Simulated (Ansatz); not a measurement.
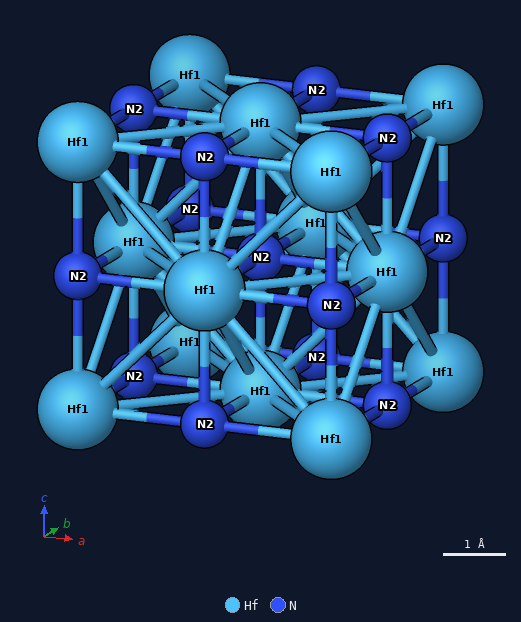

Figure 1. The structure as given in the input (ball-and-stick view of the cell 4 times as large as that of the calculation, set on its symmetry axes, seen slightly off an axis; atoms are numbered from 1 in the order of the input).

# HfN: a failed or faulty run and its cure

System: HfN (2 atoms in the cell).
Method of run A: DFT, PBEsol, plane waves, PAW, Ueff = 30 eV on Hf f, no spin polarisation (Ansatz 0.2.0).

The structure derives from an entry of the Crystallography Open Database. Some settings of this run were made unusual or wrong on purpose. Text and figures count atoms from 1; the logs count them from 0 in places.

## Input file, run A
```yaml
crystal:
  lattice:
    - [0.0, 2.2660707588, 2.2660707588]
    - [2.2660707588, 0.0, 2.2660707588]
    - [2.2660707588, 2.2660707588, 0.0]
  atoms:
    - { symbol: Hf, position: [0.0, 0.0, 0.0] }
    - { symbol: "N", position: [0.5, 0.5, 0.5] }
basis:
  ecutwfc: 420
kpoints:
  mp_grid: { grid: [16, 16, 16] }
hamiltonian:
  xc: pbesol
  hubbard: { sites: [{ species: Hf, l: f, u_eff: 30.0 }] }
scf:
  occupations: { method: fermi_dirac, width: 0.15 }
  max_iter: 50
output:
  forces: true
  eigenvalues: true
  stress: true
```

Command:
```bash
ansatz run input.yaml --threads 1 --pin off --max-ram 3072MiB --backend cpu --events-out ev --progress --plain --runs-dir out
```

Hardware: 1 thread of AMD EPYC (Zen 5), 64 GiB of memory available, shared host.

## Output, shortened to warnings, some set-up lines, iterations and results (run A)
```
Basis set: ecut = 420 eV, 459 PW (Γ), exchange–correlation on 48×48×48 points (8 copies of the dense FFT grid, shifted against one another)
Symmetry: 48 space group operations
k-points: 145 of 4096
Initial density: superposition of atomic densities (chi_scale 0.1, normalization cell, long waves kept (reshape's long-wave potential 0.00 eV rms))
[...]
SCF iter   1: F=—  HF=-15980.234363 eV  |F-HF|=—  |Δ(HF+E_count)|=         —  Δρ=4.61e-2  dr2=2.00e-1  ethr=6.44e-4  ⟨swp⟩=1.0  Hψ=15491  notcnv=0
SCF iter   2: F=—  HF=-15980.229210 eV  |F-HF|=—  |Δ(HF+E_count)|=   5.15e-3  Δρ=2.80e-2  dr2=7.29e-2  ethr=6.44e-4  ⟨swp⟩=1.0  Hψ=2901  notcnv=0
SCF iter   3: F=—  HF=-15980.224758 eV  |F-HF|=—  |Δ(HF+E_count)|=   4.45e-3  Δρ=4.20e-3  dr2=3.83e-3  ethr=2.35e-4  ⟨swp⟩=1.0  Hψ=2900  notcnv=0
SCF iter   4: F=—  HF=-15980.223795 eV  |F-HF|=—  |Δ(HF+E_count)|=   9.62e-4  Δρ=1.60e-3  dr2=3.92e-4  ethr=1.23e-5  ⟨swp⟩=2.8  Hψ=5923  notcnv=0
SCF iter   5: F=—  HF=-15980.223688 eV  |F-HF|=—  |Δ(HF+E_count)|=   1.07e-4  Δρ=7.74e-4  dr2=9.57e-5  ethr=1.27e-6  ⟨swp⟩=2.0  Hψ=4888  notcnv=0
SCF iter   6: F=—  HF=-15980.223653 eV  |F-HF|=—  |Δ(HF+E_count)|=   3.58e-5  Δρ=2.09e-4  dr2=7.72e-6  ethr=3.09e-7  ⟨swp⟩=2.1  Hψ=4786  notcnv=0
SCF iter   7: F=—  HF=-15980.223653 eV  |F-HF|=—  |Δ(HF+E_count)|=   6.98e-7  Δρ=4.64e-5  dr2=2.43e-7  ethr=2.49e-8  ⟨swp⟩=2.0  Hψ=5154  notcnv=0
SCF iter   8: F=-15980.223653 eV  HF=-15980.223653 eV  |F-HF|=4.06e-9  |Δ(HF+E_count)|=   4.50e-8  Δρ=5.22e-6  dr2=3.56e-9  ethr=3.23e-10  ⟨swp⟩=4.8  Hψ=11020  notcnv=0
SCF 1 converged in 8 iterations: F = -15980.223653 eV  dr2 = 3.56e-9
SCF converged after 8 iterations
Free energy (F): -15980.223653 eV
Harris-Foulkes:  -15980.223653 eV  (|F-HF|=4.06e-9)
Internal energy: -15980.179804 eV  (E = F + TS)
E sigma→0 (E₀):  -15980.201729 eV
Entropy (-TS):   -0.043849 eV (-21.925 meV/atom)
Fermi energy:    23.473138 eV
--- Per-component energies (eV) ---
  E_band       = -37.050164
  E_kinetic    = 555.398991
  E_local      = -4752.842505  (includes V_loc(G=0)·N_el)
  E_nonlocal   = -1192.937237
  E_hartree    = 2251.915459
  E_xc         = -358.363606
  E_vxc        = -343.688868  (∫ρ·V_xc dr)
  E_hubbard    = 0.021395  (on-site DFT+U / exact-exchange correction)
  E_vhub       = -209.935805  (the Hubbard potential's part of the band-sum identity)
  E_paw        = -6928.762433  (= ΣΔE_a)
  E_vpaw       = 1403.122238  (= ΣTr[D̂ρ^β])
  E_aug_tail   = 0.000093  (compensation charges beyond the density's cutoff)
  E_ewald      = -5555.889150
  E_core_change = 1.279190  (= ΣΔE_core)
  E_smearing   = -0.043849  (= −TS)
  E_closure    = -0.000000  (closes the sum)
  Σ components = -15980.223653   (vs F -15980.223653, Δ=0.00e0)
--- Forces (eV/Å), atoms counted from 1 ---
  atom   1  Hf    -0.00000000     0.00000000     0.00000000
  atom   2  N      0.00000000    -0.00000000    -0.00000000
  max |Σ_I F_I| component: 1.35e-29 eV/Å
--- Stress (GPa, compression-positive) ---
       -4.160655      -0.000000      -0.000000
       -0.000000      -4.160655       0.000000
        0.000000       0.000000      -4.160655
  P = ⅓ Tr σ = -4.1607 GPa (-41.607 kbar)
Occupation matrices written to [file]
```

Question: What should be changed in this input?

Answer: A setting was made wrong on purpose: a U on a shell that isn't there (`hamiltonian.hubbard`). The program still converged, but the numbers can't be taken as results for the intended system. Results for this metal are sensitive to the k-point mesh.

A run of the same system that converges differs from this input as follows (lines with − go, lines with + come):
```diff
-  hubbard: { sites: [{ species: Hf, l: f, u_eff: 30.0 }] }
-  max_iter: 50
```

## Output, shortened to warnings, some set-up lines, iterations and results (run B)
```
Basis set: ecut = 420 eV, 459 PW (Γ), exchange–correlation on 48×48×48 points (8 copies of the dense FFT grid, shifted against one another)
Symmetry: 48 space group operations
k-points: 145 of 4096
Initial density: superposition of atomic densities (neutral atoms: chi_scale 0, normalization atom), corrected by the library's trained network
[...]
SCF iter   1: F=—  HF=-15980.267273 eV  |F-HF|=—  |Δ(HF+E_count)|=         —  Δρ=8.22e-3  dr2=1.39e-2  ethr=1.77e-3  ⟨swp⟩=4.8  Hψ=11788  notcnv=0
SCF iter   2: F=—  HF=-15980.263517 eV  |F-HF|=—  |Δ(HF+E_count)|=   3.76e-3  Δρ=2.27e-3  dr2=8.90e-4  ethr=4.49e-5  ⟨swp⟩=1.7  Hψ=4326  notcnv=0
SCF iter   3: F=—  HF=-15980.263314 eV  |F-HF|=—  |Δ(HF+E_count)|=   2.03e-4  Δρ=8.47e-4  dr2=1.12e-4  ethr=2.87e-6  ⟨swp⟩=2.0  Hψ=3396  notcnv=0
SCF iter   4: F=—  HF=-15980.263302 eV  |F-HF|=—  |Δ(HF+E_count)|=   1.20e-5  Δρ=3.15e-4  dr2=1.53e-5  ethr=3.63e-7  ⟨swp⟩=2.0  Hψ=5172  notcnv=0
SCF iter   5: F=—  HF=-15980.263278 eV  |F-HF|=—  |Δ(HF+E_count)|=   2.45e-5  Δρ=9.03e-5  dr2=1.21e-6  ethr=4.94e-8  ⟨swp⟩=2.4  Hψ=5250  notcnv=0
SCF iter   6: F=—  HF=-15980.263279 eV  |F-HF|=—  |Δ(HF+E_count)|=   1.40e-6  Δρ=2.15e-5  dr2=7.86e-8  ethr=3.23e-10  ⟨swp⟩=4.1  Hψ=14399  notcnv=0
SCF iter   7: F=-15980.263279 eV  HF=-15980.263279 eV  |F-HF|=1.42e-8  |Δ(HF+E_count)|=   1.13e-7  Δρ=5.20e-6  dr2=4.82e-9  ethr=2.54e-10  ⟨swp⟩=5.0  Hψ=10933  notcnv=0
SCF 1 converged in 7 iterations: F = -15980.263279 eV  dr2 = 4.82e-9
SCF converged after 7 iterations
Free energy (F): -15980.263279 eV
Harris-Foulkes:  -15980.263279 eV  (|F-HF|=1.42e-8)
Internal energy: -15980.219289 eV  (E = F + TS)
E sigma→0 (E₀):  -15980.241284 eV
Entropy (-TS):   -0.043990 eV (-21.995 meV/atom)
Fermi energy:    23.475704 eV
--- Per-component energies (eV) ---
  E_band       = 170.774078
  E_kinetic    = 555.804050
  E_local      = -4751.538394  (includes V_loc(G=0)·N_el)
  E_nonlocal   = -1192.838279
  E_hartree    = 2250.785721
  E_xc         = -358.531617
  E_vxc        = -343.896991  (∫ρ·V_xc dr)
  E_paw        = -6929.290904  (= ΣΔE_a)
  E_vpaw       = 1401.674466  (= ΣTr[D̂ρ^β])
  E_aug_tail   = 0.000093  (compensation charges beyond the density's cutoff)
  E_ewald      = -5555.889150
  E_core_change = 1.279190  (= ΣΔE_core)
  E_smearing   = -0.043990  (= −TS)
  E_closure    = -0.000000  (closes the sum)
  Σ components = -15980.263279   (vs F -15980.263279, Δ=0.00e0)
--- Forces (eV/Å), atoms counted from 1 ---
  atom   1  Hf    -0.00000000    -0.00000000    -0.00000000
  atom   2  N      0.00000000    -0.00000000     0.00000000
  max |Σ_I F_I| component: 6.57e-30 eV/Å
--- Stress (GPa, compression-positive) ---
       -5.373859       0.000000       0.000000
        0.000000      -5.373859      -0.000000
       -0.000000      -0.000000      -5.373859
  P = ⅓ Tr σ = -5.3739 GPa (-53.739 kbar)
```

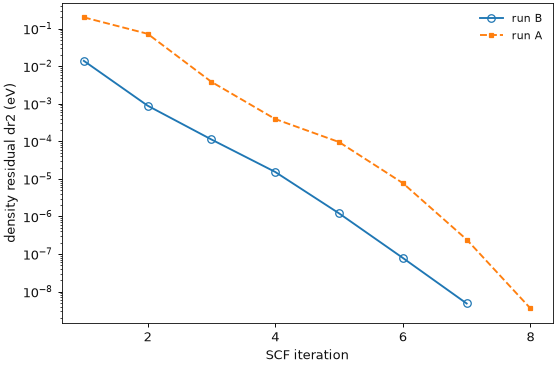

Figure 2. Convergence of the two runs: density residual dr2 against the SCF iteration. Run B takes 7 iterations in all, and run A takes 8.

## The two runs side by side

| quantity | run A | run B |
| --- | --- | --- |
| outcome | converged | converged |
| free energy per atom (eV) | −7990.1118 | −7990.1316 |
| energy per atom, smearing taken to zero (eV) | −7990.1009 | −7990.1206 |
| gap on the mesh (eV) | 0.00 | 0.00 |
| pressure (GPa) | −4.16 | −5.37 |
| largest force (eV/Å) | 0.000 | 0.000 |
| SCF iterations | 8 | 7 |
| irreducible k-points | 145 | 145 |
| plane waves at Γ | 459 | 459 |
| wall time (shared host) | 2.9 s | 1.4 s |

The total energies belong to different models, so their difference says nothing on which is more stable or more accurate. The pressure goes from −4.16 to −5.37 GPa. The SCF takes 7 iterations against 8. The two runs start from different initial densities, which also moves the count.

Notes on run B: Results for this metal are sensitive to the k-point mesh. Spin–orbit coupling is left out, which matters for Hf. The cell holds an odd number of electrons but the run has no spin polarisation, so it comes out as a metal. The cell is under a tension of 5.4 GPa at this level, so it is not at its equilibrium volume.
